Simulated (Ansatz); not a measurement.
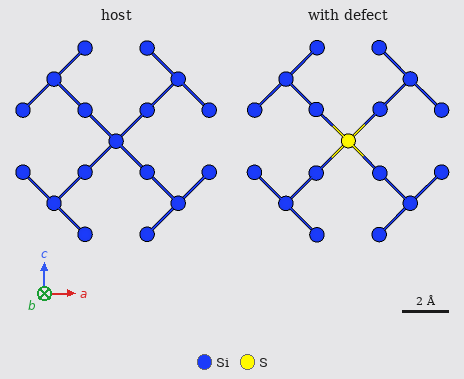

Left: perfect Si. Right: the same region with one point defect, after relaxing the atoms in a supercell of 64 sites. A ball-and-stick model of the atoms within 5.4 Å of one point, in a slice 4.2 Å thick across the line of sight, seen along the b axis.

These are results of DFT, HSE06, PAW, plane waves in Ansatz, not measurements. Set-up: plane-wave cutoff 420 eV; k-point mesh 1 × 1 × 1; mesh shifted by (0.25, 0.25, 0.25); no spin polarisation. Fermi-Dirac smearing of 0.01 eV. A uniform background neutralises the charged cell. The axes drawn are those of the host's conventional cell.

> What kind of defect was made?

A silicon atom is replaced by sulfur.

The charge state of the cell is +2.

> How does the lattice respond?

In the host the Si atom has 4 Si at 2.35 Å; the S atom ends with 4 Si at 2.40 to 2.43 Å. Of the host's atoms, a silicon atom moves furthest from its site, by 0.07 Å.

Limits of the set-up: the cell is charged, on a uniform background, and energies carry no finite-size correction.
